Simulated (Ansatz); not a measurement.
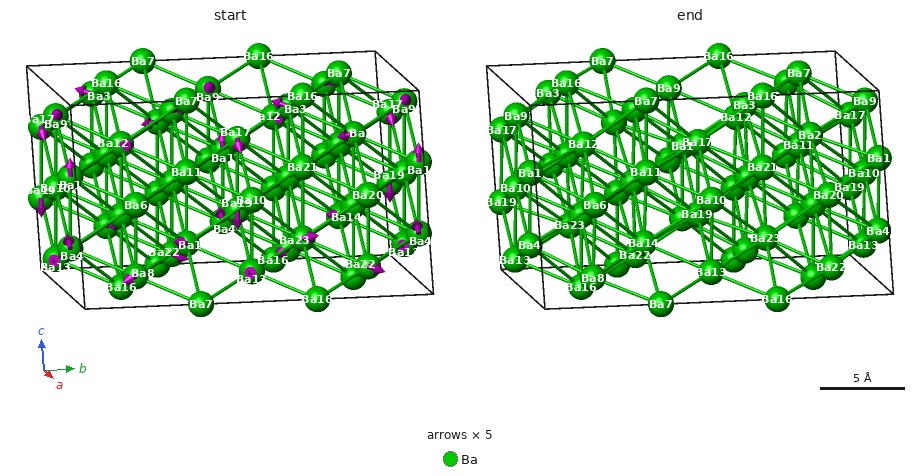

The structure of a defect cell of composition Ba before (left) and after (right) a relaxation, at one scale. The purple arrows give the displacements, magnified 5 times.

Style: ball-and-stick. Shown: the conventional cell (2 times the calculation's cell), slightly off an axis. Lengths and directions refer to the drawn axes.

Case: Ba vacancy, atoms relaxed.

The calculation used DFT PBE, scalar-relativistic, plane waves, PAW in Ansatz 0.2.0.

The input:
```yaml
crystal:
  lattice:
    - [5.0201826112, 10.0403652224, 5.0201826112]
    - [10.0403652224, 5.0201826112, -5.0201826112]
    - [-5.0201826112, 10.0403652224, -5.0201826112]
  atoms:
    - { symbol: Ba, position: [0.125, 0.0, 0.625] }
    - { symbol: Ba, position: [0.0833333333, 0.3333333333, 0.75] }
    - { symbol: Ba, position: [0.0416666667, 0.6666666667, 0.875] }
    - { symbol: Ba, position: [0.25, 0.0, 0.25] }
    - { symbol: Ba, position: [0.2083333333, 0.3333333333, 0.375] }
    - { symbol: Ba, position: [0.1666666667, 0.6666666667, 0.5] }
    - { symbol: Ba, position: [0.3333333333, 0.3333333333, 0.0] }
    - { symbol: Ba, position: [0.2916666667, 0.6666666667, 0.125] }
    - { symbol: Ba, position: [0.375, 0.0, 0.875] }
    - { symbol: Ba, position: [0.5, 0.0, 0.5] }
    - { symbol: Ba, position: [0.4583333333, 0.3333333333, 0.625] }
    - { symbol: Ba, position: [0.4166666667, 0.6666666667, 0.75] }
    - { symbol: Ba, position: [0.625, 0.0, 0.125] }
    - { symbol: Ba, position: [0.5833333333, 0.3333333333, 0.25] }
    - { symbol: Ba, position: [0.5416666667, 0.6666666667, 0.375] }
    - { symbol: Ba, position: [0.6666666667, 0.6666666667, 0.0] }
    - { symbol: Ba, position: [0.75, 1.0, 0.75] }
    - { symbol: Ba, position: [0.7083333333, 0.3333333333, 0.875] }
    - { symbol: Ba, position: [0.875, 1.0, 0.375] }
    - { symbol: Ba, position: [0.8333333333, 0.3333333333, 0.5] }
    - { symbol: Ba, position: [0.7916666667, 0.6666666667, 0.625] }
    - { symbol: Ba, position: [0.9583333333, 0.3333333333, 0.125] }
    - { symbol: Ba, position: [0.9166666667, 0.6666666667, 0.25] }
basis:
  ecutwfc: 420
kpoints:
  mp_grid: { grid: [4, 4, 2] }
hamiltonian:
  xc: pbe
scf:
  occupations: { method: gaussian, width: 0.1 }
output:
  forces: true
  stress: true
  eigenvalues: true
  write_density: true
  write_potential: true
  elf: true
  volumetric_format: npy
relax:
  adjacent_minimum: "off"
  f_tol: 0.02
  max_steps: 50
```

Command:
```bash
ansatz run input.yaml --threads 4 --pin off --max-ram 9216MiB --backend cpu --events-out ev --progress --plain --runs-dir out
```

Question: Describe what moved and what it gained.

Answer: The largest moves, 0.24 Å, are those of Ba1, Ba4, Ba17 and Ba19. Ba1 goes roughly along [1 0 3]. The lattice vectors keep their values. Among the contacts that change: Ba1–Ba19 5.020 → 5.344 Å, Ba3–Ba22 5.020 → 5.322 Å, Ba13–Ba19 5.020 → 4.753 Å, Ba13–Ba18 5.020 → 4.772 Å. After 3 accepted moves (4 points after the start) the energy has fallen by 0.159 eV per cell of the calculation. The largest force component goes from 0.12 to 0.0045 eV/Å. 1 step only repeated the SCF at the same geometry. Cost: 2.9 min on 4 threads of Intel(R) Xeon(R) Platinum 8488C (Sapphire Rapids), with other jobs on the host, peak memory 5.9 GiB.
